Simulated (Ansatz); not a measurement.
**Nb wire along [100], 45 atoms a period: bands along the axis**

What gap, if any, does the Nb wire along [100], 45 atoms a period have, and how many channels would it open?

Method: DFT PBE, plane waves, PAW; relaxation of a wire's period; PAW set soft_1, in the first sound run; inputs show where later runs differ, in Ansatz 0.2.0.

## (1) Set-up

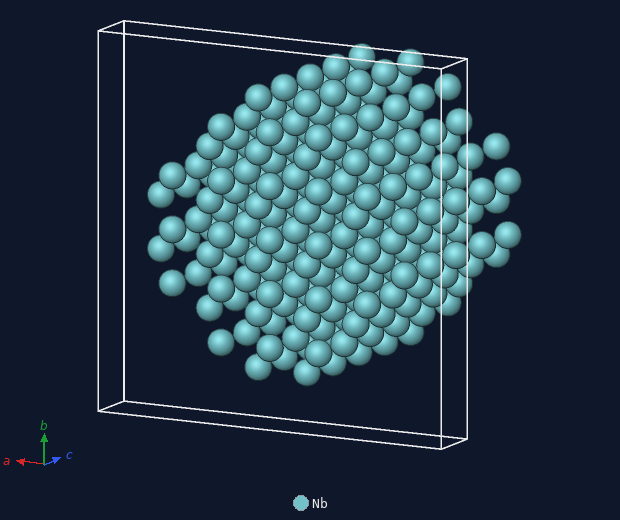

The starting structure, seen at a slant to the c axis (niobium teal). 1×1×5 cells are drawn. Some periodic images of atoms are drawn too.

The cell holds 45 atoms: 45 Nb. Its edges and angles: a = 23.350 Å, b = 23.350 Å, c = 3.310 Å, α = 90.0°, β = 90.0°, γ = 90.0°. Vacuum lies along a and b. The structure's axis is c.

## (2) The relaxed wire

Band widths follow the bond lengths, so the wire is relaxed first. The atoms and the third cell vector are free; the box across stays fixed as vacuum. A Fermi-Dirac smearing is set since the result may be a metal. The pressure printed is a third of the stress's trace over the whole box, vacuum included; only the stress along the axis is relaxed.

input.yaml

```yaml
crystal:
  lattice:
    - [23.35, 0.0, 0.0]
    - [0.0, 23.35, 0.0]
    - [0.0, 0.0, 3.31]
  atoms:
    - { symbol: Nb, position: [0.216488223, 0.358244111, 0.0] }
    - { symbol: Nb, position: [0.216488223, 0.5, 0.0] }
    - { symbol: Nb, position: [0.216488223, 0.641755889, 0.0] }
    - { symbol: Nb, position: [0.358244111, 0.216488223, 0.0] }
    - { symbol: Nb, position: [0.358244111, 0.358244111, 0.0] }
    - { symbol: Nb, position: [0.358244111, 0.5, 0.0] }
    - { symbol: Nb, position: [0.358244111, 0.641755889, 0.0] }
    - { symbol: Nb, position: [0.358244111, 0.783511777, 0.0] }
    - { symbol: Nb, position: [0.5, 0.216488223, 0.0] }
    - { symbol: Nb, position: [0.5, 0.358244111, 0.0] }
    - { symbol: Nb, position: [0.5, 0.5, 0.0] }
    - { symbol: Nb, position: [0.5, 0.641755889, 0.0] }
    - { symbol: Nb, position: [0.5, 0.783511777, 0.0] }
    - { symbol: Nb, position: [0.641755889, 0.216488223, 0.0] }
    - { symbol: Nb, position: [0.641755889, 0.358244111, 0.0] }
    - { symbol: Nb, position: [0.641755889, 0.5, 0.0] }
    - { symbol: Nb, position: [0.641755889, 0.641755889, 0.0] }
    - { symbol: Nb, position: [0.641755889, 0.783511777, 0.0] }
    - { symbol: Nb, position: [0.783511777, 0.358244111, 0.0] }
    - { symbol: Nb, position: [0.783511777, 0.5, 0.0] }
    - { symbol: Nb, position: [0.783511777, 0.641755889, 0.0] }
    - { symbol: Nb, position: [0.145610278, 0.429122056, 0.5] }
    - { symbol: Nb, position: [0.145610278, 0.570877944, 0.5] }
    - { symbol: Nb, position: [0.287366167, 0.287366167, 0.5] }
    - { symbol: Nb, position: [0.287366167, 0.429122056, 0.5] }
    - { symbol: Nb, position: [0.287366167, 0.570877944, 0.5] }
    - { symbol: Nb, position: [0.287366167, 0.712633833, 0.5] }
    - { symbol: Nb, position: [0.429122056, 0.145610278, 0.5] }
    - { symbol: Nb, position: [0.429122056, 0.287366167, 0.5] }
    - { symbol: Nb, position: [0.429122056, 0.429122056, 0.5] }
    - { symbol: Nb, position: [0.429122056, 0.570877944, 0.5] }
    - { symbol: Nb, position: [0.429122056, 0.712633833, 0.5] }
    - { symbol: Nb, position: [0.429122056, 0.854389722, 0.5] }
    - { symbol: Nb, position: [0.570877944, 0.145610278, 0.5] }
    - { symbol: Nb, position: [0.570877944, 0.287366167, 0.5] }
    - { symbol: Nb, position: [0.570877944, 0.429122056, 0.5] }
    - { symbol: Nb, position: [0.570877944, 0.570877944, 0.5] }
    - { symbol: Nb, position: [0.570877944, 0.712633833, 0.5] }
    - { symbol: Nb, position: [0.570877944, 0.854389722, 0.5] }
    - { symbol: Nb, position: [0.712633833, 0.287366167, 0.5] }
    - { symbol: Nb, position: [0.712633833, 0.429122056, 0.5] }
    - { symbol: Nb, position: [0.712633833, 0.570877944, 0.5] }
    - { symbol: Nb, position: [0.712633833, 0.712633833, 0.5] }
    - { symbol: Nb, position: [0.854389722, 0.429122056, 0.5] }
    - { symbol: Nb, position: [0.854389722, 0.570877944, 0.5] }
kpoints:
  mp_grid: { grid: [1, 1, 25] }
scf:
  occupations: { method: fermi_dirac, width: 0.05 }
hamiltonian:
  xc: pbe
  pseudopotentials: { kind: paw, azcp: { folder: soft_1 } }
relax:
  cell: { fix: [a, b, alpha, beta, gamma] }
  max_steps: 45
  f_tol: 0.03
```

Run with:

```
> ansatz run input.yaml --threads 16 --pin off --max-ram 61440MiB --backend cuda --events-out ev --progress --plain --runs-dir out --max-vram 78GiB
```

Numbers of over 12 decimals in the logs are rounded to 6 here.

Log:

```text
Engine: ansatz 0.2.0, aarch64-unknown-linux-gnu
Pseudopotentials: kind: paw
Pseudopotential: Nb, paw, valence charge 13, recommended cutoff 420 eV (normal), soft_1/Nb.paw.azcp
Functional definition: PBE
  parameter kappa = 0.804
  parameter beta = 0.066725
  exchange = pbe_x(kappa = kappa, mu = beta*pi^2/3)
  correlation = pbe_c(beta = beta)
[...]
Crystal: 45 atoms, lattice volume = 1804.686 Å³
Basis set: ecut = 420 eV, 35475 PW (Γ), exchange–correlation on 320×320×48 points (8 copies of the dense FFT grid, shifted against one another)
Bands: 351, of which v1, the nominal top of the filled ones, is band 293 counted from 1 (292 counted from 0)
Symmetry: 16 space group operations
Space group: P4/mmm (ITA 123), of the structure as read, at distance tolerance 1.2e-4 Å
k-points: 13 of 25
Non-local potential: Nb, projectors of the file, l = 0: 3, l = 1: 2, l = 2: 2, l = 3: 1
PAW form: soft (Blöchl's): semilocal exchange-correlation on the pseudo side does not see the compensation charge
PAW one-centre angular grid: Nb, 590 points (default); XC on 64 Gauss nodes
Initial density: superposition of atomic densities (neutral atoms: chi_scale 0, normalization atom)
Initial wavefunctions: pseudopotential atomic-orbital guess
[...]
Functional: x = pbe(κ = 0.804, μ = 0.219515), c = pbe(β = 0.066725)
SCF iter   1: F=—  HF=-204880.525643 eV  |F-HF|=—  |Δ(HF+E_count)|=         —  Δρ=6.61e-2  dr2=1.10e3  ethr=3.10e-3  ⟨swp⟩=11.4  Hψ=22879  notcnv=0  defer=47
preconditioner: auto → LDOS  [metal: Δε(μ)=0.007 eV  Ē_g=3.771 eV  σ=0.050 eV  W_gap=0.03  n_scr=358 (ndim 8)  ℏωp=13.1 eV  f_vac=0.441  D(μ)=40.64/eV (n_scr^D=218)  β→1.0]
SCF iter   2: F=—  HF=-204887.570135 eV  |F-HF|=—  |Δ(HF+E_count)|=    7.04e0  Δρ=9.01e-2  dr2=3.15e3  ethr=3.10e-3  ⟨swp⟩=9.2  Hψ=21916  notcnv=2  defer=301  recentre
[...]
SCF iter  13: F=-204826.476823 eV  HF=-204826.476823 eV  |F-HF|=5.68e-9  |Δ(HF+E_count)|=   4.10e-8  Δρ=5.82e-7  dr2=9.78e-9  ethr=1.71e-11  ⟨swp⟩=5.0  Hψ=13335  notcnv=0
SCF 1 converged in 13 iterations: F = -204826.476823 eV  dr2 = 9.78e-9
  greatest PAW one-centre occupation: 0.998 electrons in one spin orbital (limit 2), on the Nb atom at site 19 (counted from 0), in its partial waves of l = 0
relax step   1: F+E_penalty+E_count = -204826.47682339 eV  Δ(F+E_penalty+E_count) = +0.000e0 eV  max|allowed force component| = 1.550e0 eV/Å  Δτ_max = 0.0000 Å  P = -3.687 GPa  Ω = 1804.686 Å³  fix = [a, b, alpha, beta, gamma]  reactions: a -3.574, b -3.574 GPa  (13 SCF iters, dr2 threshold 1.00e-7 eV, accepted)
[...]
Crystal: 45 atoms, lattice volume = 1736.589 Å³
Basis set: ecut = 420 eV, 34083 PW (Γ), exchange–correlation on 320×320×48 points (8 copies of the dense FFT grid, shifted against one another)
[...]
iter 1 solved again at ethr=1.72e-3 eV; its pass at ethr=3.10e-3 eV (dr2=1.01e1 eV) is discarded
SCF iter   1: F=—  HF=-204828.825723 eV  |F-HF|=—  |Δ(HF+E_count)|=         —  Δρ=1.29e-2  dr2=1.02e1  ethr=1.72e-3  ⟨swp⟩=3.8  Hψ=25791  notcnv=0  defer=1
preconditioner: auto → LDOS  [metal: Δε(μ)=0.006 eV  Ē_g=3.186 eV  σ=0.050 eV  W_gap=0.03  n_scr=334 (ndim 8)  ℏωp=13.4 eV  f_vac=0.462  D(μ)=65.54/eV (n_scr^D=550)  β→1.0]
SCF iter   2: F=—  HF=-204828.114648 eV  |F-HF|=—  |Δ(HF+E_count)|=   7.11e-1  Δρ=5.34e-3  dr2=1.31e0  ethr=1.72e-3  ⟨swp⟩=4.3  Hψ=7041  notcnv=0  defer=53
[...]
SCF iter   8: F=-204827.996896 eV  HF=-204827.996896 eV  |F-HF|=1.64e-7  |Δ(HF+E_count)|=   4.87e-6  Δρ=6.12e-6  dr2=1.07e-6  ethr=7.69e-10  ⟨swp⟩=5.0  Hψ=14944  notcnv=0
SCF 2 converged in 8 iterations: F = -204827.996896 eV  dr2 = 1.07e-6
  greatest PAW one-centre occupation: 0.998 electrons in one spin orbital (limit 2), on the Nb atom at site 40 (counted from 0), in its partial waves of l = 0
relax step   2: F+E_penalty+E_count = -204827.99689607 eV  Δ(F+E_penalty+E_count) = -1.520e0 eV  max|allowed force component| = 7.801e-1 eV/Å  Δτ_max = 0.1948 Å  P = +1.255 GPa  Ω = 1736.589 Å³  energy of the carried Pulay correction = +4.094e-3 eV  fix = [a, b, alpha, beta, gamma]  reactions: a +0.664, b +0.664 GPa  (8 SCF iters, dr2 threshold 4.50e-6 eV, accepted)
[...]
Crystal: 45 atoms, lattice volume = 1789.680 Å³
[...]
SCF 3 converged in 8 iterations: F = -204828.465450 eV  dr2 = 1.37e-6
[...]
SCF 4 converged in 7 iterations: F = -204828.511022 eV  dr2 = 1.55e-6
[...]
SCF 5 converged in 6 iterations: F = -204828.536061 eV  dr2 = 1.72e-6
[...]
SCF 6 converged in 8 iterations: F = -204828.550164 eV  dr2 = 7.71e-8
[...]
SCF 7 converged in 6 iterations: F = -204828.549098 eV  dr2 = 1.16e-10
[...]
SCF converged after 6 iterations
[...]
--- Relaxed structure (6 steps of the walk, 6 accepted, 1 SCFs on fresh bases) ---
  F+E_penalty+E_count = -204828.54909798 eV   max|allowed force component| = 2.931e-2 eV/Å   (the final SCF, on the basis selected at the relaxed cell)
  cell:  # Å, volume = 1787.3287 Å³
    - [23.35, 0, 0]
    - [0, 23.35, 0]
    - [0, 0, 3.278164]
  atoms:
    - { symbol: Nb, position: [0.218437, 0.359253, 0] }
    - { symbol: Nb, position: [0.220574, 0.5, 0] }
    - { symbol: Nb, position: [0.218437, 0.640747, 0] }
    - { symbol: Nb, position: [0.359253, 0.218437, 0] }
    - { symbol: Nb, position: [0.358787, 0.358787, 0] }
    - { symbol: Nb, position: [0.360787, 0.5, 0] }
    - { symbol: Nb, position: [0.358787, 0.641213, 0] }
    - { symbol: Nb, position: [0.359253, 0.781563, 0] }
    - { symbol: Nb, position: [0.5, 0.220574, 0] }
    - { symbol: Nb, position: [0.5, 0.360787, 0] }
    - { symbol: Nb, position: [0.5, 0.5, 0] }
    - { symbol: Nb, position: [0.5, 0.639213, 0] }
    - { symbol: Nb, position: [0.5, 0.779426, 0] }
    - { symbol: Nb, position: [0.640747, 0.218437, 0] }
    - { symbol: Nb, position: [0.641213, 0.358787, 0] }
    - { symbol: Nb, position: [0.639213, 0.5, 0] }
    - { symbol: Nb, position: [0.641213, 0.641213, 0] }
    - { symbol: Nb, position: [0.640747, 0.781563, 0] }
    - { symbol: Nb, position: [0.781563, 0.359253, 0] }
    - { symbol: Nb, position: [0.779426, 0.5, 0] }
    - { symbol: Nb, position: [0.781563, 0.640747, 0] }
    - { symbol: Nb, position: [0.158402, 0.428459, 0.5] }
    - { symbol: Nb, position: [0.158402, 0.571541, 0.5] }
    - { symbol: Nb, position: [0.290057, 0.290057, 0.5] }
    - { symbol: Nb, position: [0.289331, 0.429015, 0.5] }
    - { symbol: Nb, position: [0.289331, 0.570985, 0.5] }
    - { symbol: Nb, position: [0.290057, 0.709943, 0.5] }
    - { symbol: Nb, position: [0.428459, 0.158402, 0.5] }
    - { symbol: Nb, position: [0.429015, 0.289331, 0.5] }
    - { symbol: Nb, position: [0.429575, 0.429575, 0.5] }
    - { symbol: Nb, position: [0.429575, 0.570425, 0.5] }
    - { symbol: Nb, position: [0.429015, 0.710669, 0.5] }
    - { symbol: Nb, position: [0.428459, 0.841598, 0.5] }
    - { symbol: Nb, position: [0.571541, 0.158402, 0.5] }
    - { symbol: Nb, position: [0.570985, 0.289331, 0.5] }
    - { symbol: Nb, position: [0.570425, 0.429575, 0.5] }
    - { symbol: Nb, position: [0.570425, 0.570425, 0.5] }
    - { symbol: Nb, position: [0.570985, 0.710669, 0.5] }
    - { symbol: Nb, position: [0.571541, 0.841598, 0.5] }
    - { symbol: Nb, position: [0.709943, 0.290057, 0.5] }
    - { symbol: Nb, position: [0.710669, 0.429015, 0.5] }
    - { symbol: Nb, position: [0.710669, 0.570985, 0.5] }
    - { symbol: Nb, position: [0.709943, 0.709943, 0.5] }
    - { symbol: Nb, position: [0.841598, 0.428459, 0.5] }
    - { symbol: Nb, position: [0.841598, 0.571541, 0.5] }
```

Wall time 23 s (1 × NVIDIA GB200 with 16 threads of Arm Neoverse V2, shared host); peak memory 1.6 GiB.

The steps of the relaxation:

```
step  energy less that of the first step (eV)  largest force component (eV/Å)  pressure (GPa)  volume (Å³)
   1                                   0.0000                          1.5499           -3.69      1804.69
   2                                  -1.5201                          0.7801            1.25      1736.59
   3                                  -1.9886                          0.1928           -0.11      1789.68
   4                                  -2.0342                          0.2014           -0.23      1787.36
   5                                  -2.0592                          0.0893            0.01      1787.64
   6                                  -2.0733                          0.0293            0.01      1787.33
   7                                  -2.0723                          0.0293            0.01      1787.33
```

The log counts 1 steps on a newly chosen plane-wave basis, not all of them marked here; energy and pressure can jump at such steps.

The run keeps the 16 symmetry operations that it works with, so distortions that break them were not tested.

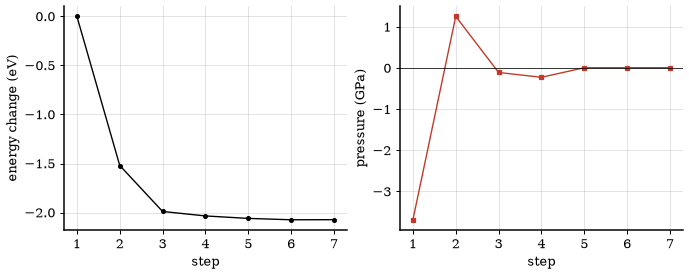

Energy and pressure along the relaxation.

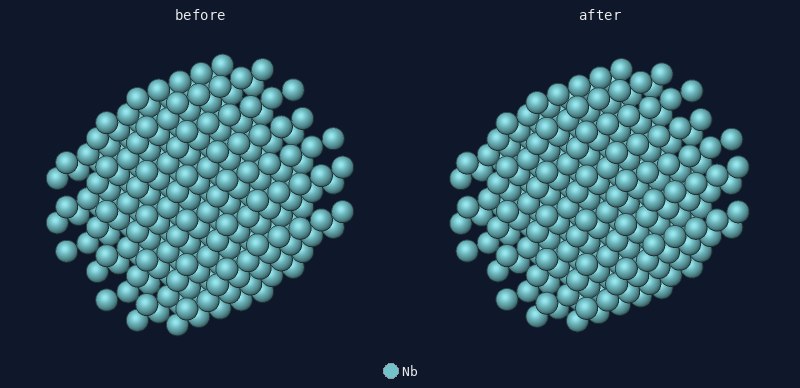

Before and after, at one scale.

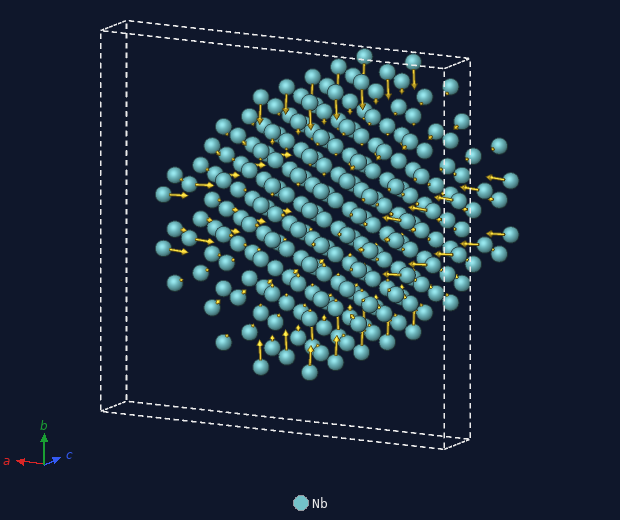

Displacements in the relaxation, exaggerated, measured against the changing cell; the longest in the cell stands for 0.30 Å. 1×1×5 cells are drawn. Some periodic images of atoms are drawn too.

```
cell as run  before  after  change
      c (Å)   3.310  3.278  -1.0 %
```

The atoms that moved most (Å, along periodic axes as changes of fractional coordinates times the final cell, across vacuum about the mean position):

```
atom      dx      dy     dz  length
Nb45  -0.299   0.015  0.000   0.299
Nb39   0.015  -0.299  0.000   0.299
Nb33  -0.015  -0.299  0.000   0.299
Nb44  -0.299  -0.015  0.000   0.299
Nb23   0.299   0.015  0.000   0.299
Nb34   0.015   0.299  0.000   0.299
Nb28  -0.015   0.299  0.000   0.299
Nb22   0.299  -0.015  0.000   0.299
```

This step gave:

| Quantity | Value |
| --- | --- |
| energy at zero smearing | -204828.2924 eV |
| cell length along the wire | 3.278 Å |

The cell's length comes to 3.278 Å with spin left out.

## (3) The perfect wire

This step: DFT PBE, plane waves, PAW; bands of a perfect wire; PAW set soft_1 (Ansatz 0.2.0).

At the relaxed period the bands are computed along the axis; those that cross an energy going forward count the channels that a perfect wire would open there.

input.yaml

```yaml
crystal:
  lattice:
    - [23.35, 0.0, 0.0]
    - [0.0, 23.35, 0.0]
    - [0.0, 0.0, 3.2781639587]
  atoms:
    - { symbol: Nb, position: [0.218437434, 0.359253473, 0.0] }
    - { symbol: Nb, position: [0.22057398, 0.5, 0.0] }
    - { symbol: Nb, position: [0.218437434, 0.640746527, 0.0] }
    - { symbol: Nb, position: [0.359253473, 0.218437434, 0.0] }
    - { symbol: Nb, position: [0.358786715, 0.358786715, 0.0] }
    - { symbol: Nb, position: [0.360786944, 0.5, 0.0] }
    - { symbol: Nb, position: [0.358786715, 0.641213285, 0.0] }
    - { symbol: Nb, position: [0.359253473, 0.781562566, 0.0] }
    - { symbol: Nb, position: [0.5, 0.22057398, 0.0] }
    - { symbol: Nb, position: [0.5, 0.360786944, 0.0] }
    - { symbol: Nb, position: [0.5, 0.5, 0.0] }
    - { symbol: Nb, position: [0.5, 0.639213056, 0.0] }
    - { symbol: Nb, position: [0.5, 0.77942602, 0.0] }
    - { symbol: Nb, position: [0.640746527, 0.218437434, 0.0] }
    - { symbol: Nb, position: [0.641213285, 0.358786715, 0.0] }
    - { symbol: Nb, position: [0.639213056, 0.5, 0.0] }
    - { symbol: Nb, position: [0.641213285, 0.641213285, 0.0] }
    - { symbol: Nb, position: [0.640746527, 0.781562566, 0.0] }
    - { symbol: Nb, position: [0.781562566, 0.359253473, 0.0] }
    - { symbol: Nb, position: [0.77942602, 0.5, 0.0] }
    - { symbol: Nb, position: [0.781562566, 0.640746527, 0.0] }
    - { symbol: Nb, position: [0.158402403, 0.428459381, 0.5] }
    - { symbol: Nb, position: [0.158402403, 0.571540619, 0.5] }
    - { symbol: Nb, position: [0.29005652, 0.29005652, 0.5] }
    - { symbol: Nb, position: [0.289330839, 0.429014897, 0.5] }
    - { symbol: Nb, position: [0.289330839, 0.570985103, 0.5] }
    - { symbol: Nb, position: [0.29005652, 0.70994348, 0.5] }
    - { symbol: Nb, position: [0.428459381, 0.158402403, 0.5] }
    - { symbol: Nb, position: [0.429014897, 0.289330839, 0.5] }
    - { symbol: Nb, position: [0.429574751, 0.429574751, 0.5] }
    - { symbol: Nb, position: [0.429574751, 0.570425249, 0.5] }
    - { symbol: Nb, position: [0.429014897, 0.710669161, 0.5] }
    - { symbol: Nb, position: [0.428459381, 0.841597597, 0.5] }
    - { symbol: Nb, position: [0.571540619, 0.158402403, 0.5] }
    - { symbol: Nb, position: [0.570985103, 0.289330839, 0.5] }
    - { symbol: Nb, position: [0.570425249, 0.429574751, 0.5] }
    - { symbol: Nb, position: [0.570425249, 0.570425249, 0.5] }
    - { symbol: Nb, position: [0.570985103, 0.710669161, 0.5] }
    - { symbol: Nb, position: [0.571540619, 0.841597597, 0.5] }
    - { symbol: Nb, position: [0.70994348, 0.29005652, 0.5] }
    - { symbol: Nb, position: [0.710669161, 0.429014897, 0.5] }
    - { symbol: Nb, position: [0.710669161, 0.570985103, 0.5] }
    - { symbol: Nb, position: [0.70994348, 0.70994348, 0.5] }
    - { symbol: Nb, position: [0.841597597, 0.428459381, 0.5] }
    - { symbol: Nb, position: [0.841597597, 0.571540619, 0.5] }
kpoints:
  mp_grid: { grid: [1, 1, 25] }
  band_path: { path: ["Γ", Z], npoints: 90 }
scf:
  occupations: { method: fermi_dirac, width: 0.05 }
hamiltonian:
  xc: pbe
  pseudopotentials: { kind: paw, azcp: { folder: soft_1 } }
output:
  dos: { e_range: [-5, 4] }
  write_potential: true
  write_density: true
  volumetric_format: npy
```

Log:

```text
[...]
Crystal: 45 atoms, lattice volume = 1787.329 Å³
Basis set: ecut = 420 eV, 35091 PW (Γ)
Bands: 351, of which v1, the nominal top of the filled ones, is band 293 counted from 1 (292 counted from 0)
[... 1 set-up line as in the run before ...]
[...]
k-points: 13 of 25
[...]
SCF iter   1: F=—  HF=-204877.606779 eV  |F-HF|=—  |Δ(HF+E_count)|=         —  Δρ=6.23e-2  dr2=8.42e2  ethr=3.10e-3  ⟨swp⟩=10.9  Hψ=22363  notcnv=0  defer=120
[...]
SCF iter   6: F=—  HF=-204828.551695 eV  |F-HF|=—  |Δ(HF+E_count)|=   3.84e-3  Δρ=8.28e-4  dr2=7.41e-2  ethr=1.04e-4  ⟨swp⟩=2.0  Hψ=6170  notcnv=0  defer=262
[...]
SCF iter  10: F=—  HF=-204828.549218 eV  |F-HF|=—  |Δ(HF+E_count)|=   2.62e-3  Δρ=9.02e-6  dr2=2.07e-6  ethr=4.30e-9  ⟨swp⟩=2.6  Hψ=7023  notcnv=0  defer=262
[...]
SCF iter  12: F=-204828.549220 eV  HF=-204828.549220 eV  |F-HF|=2.00e-8  |Δ(HF+E_count)|=   1.63e-7  Δρ=1.00e-6  dr2=3.55e-8  ethr=1.71e-11  ⟨swp⟩=22.0  Hψ=19053  notcnv=0
SCF 1 converged in 12 iterations: F = -204828.549220 eV  dr2 = 3.55e-8
[...]
NSCF: frozen V_eff on 91 k-points
[...]
SCF converged after 12 iterations
[...]
```

It took 27 s on 1 × NVIDIA GB200 with 16 threads; peak memory 4 GiB.

Reading the cycles: dr2 is the Hartree energy of the density residual (eV), the measure of convergence; HF is the Harris–Foulkes estimate of the energy, which meets the free energy F at convergence.

Numbers from this step:

| Quantity | Value |
| --- | --- |
| energy at zero smearing | -204828.2926 eV |
| band gap on the path through both edges | 0 eV |

The electronic bands at the labelled points (eV, zero at the Fermi level; # counts the bands kept):

```
point   #46   #47   #48   #49   #50   #51   #52   #53
    Γ  0.16  0.16  0.19  0.19  0.21  0.26  0.28  0.28
    Z  0.02  0.04  0.04  0.08  0.14  0.21  0.21  0.21
```

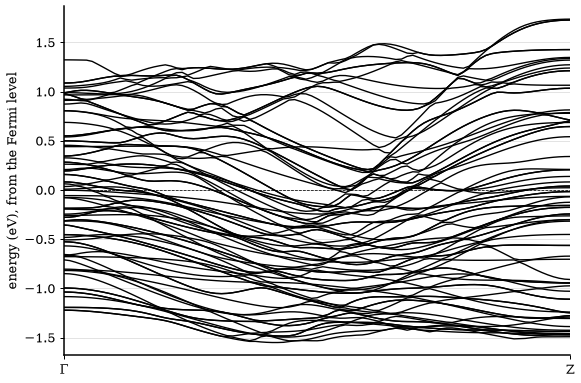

Electronic bands along the path.

Between Γ and Z the bands cross the Fermi level 40 times, so a perfect wire would conduct at least 40 G₀, with spin left out.

## (4) Outcome

```
cell length, PBE                                            : 3.278 Å
ballistic conductance by band crossings, a lower bound, PBE : 40 G₀
```

Under PBE the cell's length is 3.28 Å, and the bands cross the Fermi level 40 times between Γ and Z, which gives a perfect wire at least 40 G₀ (opposite crossings within one step of the path cancel in such a count). No spin was allowed, though thin wires with open d shells can turn magnetic.

[Logs are printed without paths, hosts, clocks, repeated set-up lines and the standing remarks that a program may print on its own settings, such as how far it seeks lower states.]

[Hosts, paths, dates, database ids (printed as entryN), source tags and the programs' standing remarks are cut or masked in the printed files.]
